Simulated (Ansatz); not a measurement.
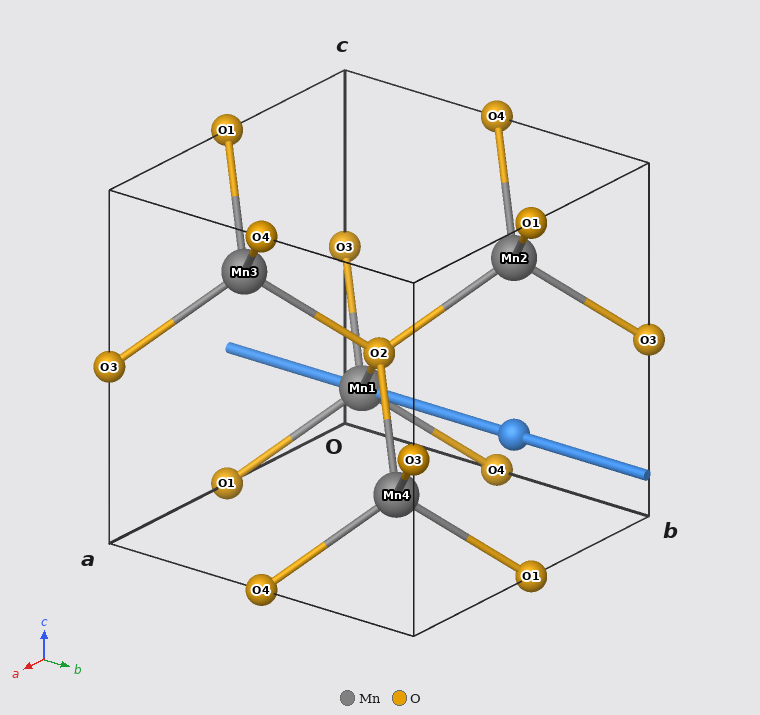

For MnO, the input geometry of an electronic-structure calculation (not necessarily at equilibrium); the starting structure was generated, so it need not be a known form of this composition: the coloured rod is the axis of a symmetry operation of the crystal, the small sphere its inversion point. The drawing is computed from the coordinates (standard cell, symmetry found to 0.002 Å).

a = 4.801 Å, b = 4.801 Å, c = 4.801 Å, α = 90.00°, β = 90.00°, γ = 90.00°.

```tsv
atom	x	y	z
Mn1	0.2500	0.2500	0.2500
O1	0.5000	0.0000	0.0000
Mn2	0.2500	0.7500	0.7500
O2	0.5000	0.5000	0.5000
Mn3	0.7500	0.2500	0.7500
O3	0.0000	0.0000	0.5000
Mn4	0.7500	0.7500	0.2500
O4	0.0000	0.5000	0.0000
```

Take the operation x, y, z → −z+1/2, −y+3/2, x.

> What kind of operation is it, and where does it lie?

It is a −4 rotoinversion axis with its inversion point at (1/4, 3/4, 1/4), along [0 1 0].

> Onto which atom does it carry each atom (up to whole multiples of a, b and c)?

Mn1 → Mn1, O1 → O2, Mn2 → Mn4, O2 → O3, Mn3 → Mn3, O3 → O4, Mn4 → Mn2, O4 → O1.

> What is the crystal's space group?

No. 216, F-43m.
